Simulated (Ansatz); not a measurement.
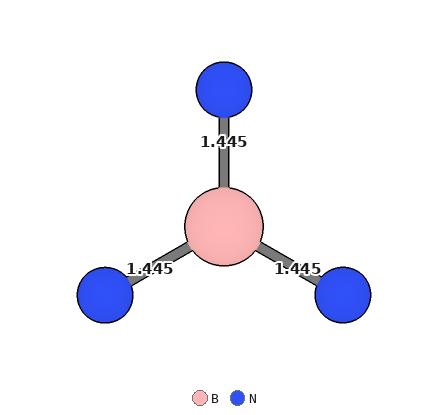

The surroundings of site B1 (at 0.333, 0.667, 0.250) in BN (P6_3/mmc), with bond lengths in Å.

The cell is taken from the geometry relaxed at fixed volume with DFT r2SCAN, scalar-relativistic, plane waves, PAW (Ansatz).

```
B N
1.0
     2.50336    0.00000    0.00000
    -1.25168    2.16797    0.00000
     0.00000    0.00000    7.86602
B N
2 2
Direct
  0.33333 0.66667 0.25000
  0.66667 0.33333 0.75000
  0.33333 0.66667 0.75000
  0.66667 0.33333 0.25000
```

Bond valence s = exp((R0 − d)/b), R0 fitted to published crystal structures with b = 0.37 Å; R0 in Å: B3+–N 1.483.

Calculate the bond-valence sum of B1 from the bonds drawn.

Answer. 3 × 1.108 = 3.32 v.u., against a formal valence of 3: overbonded (bonds short for this ion) by 0.32.

And over the whole structure?

Answer.
```csv
site,"x, y, z",formal valence,bond-valence sum,difference
B1,"0.333, 0.667, 0.250",+3,3.40,0.40
N1,"0.333, 0.667, 0.750",−3,3.40,0.40
```

These sums include all anions within 5 Å. The global instability index (root mean square of the differences over all atoms) is 0.40 v.u.: above 0.2, which by the usual rule of thumb marks a strained structure.
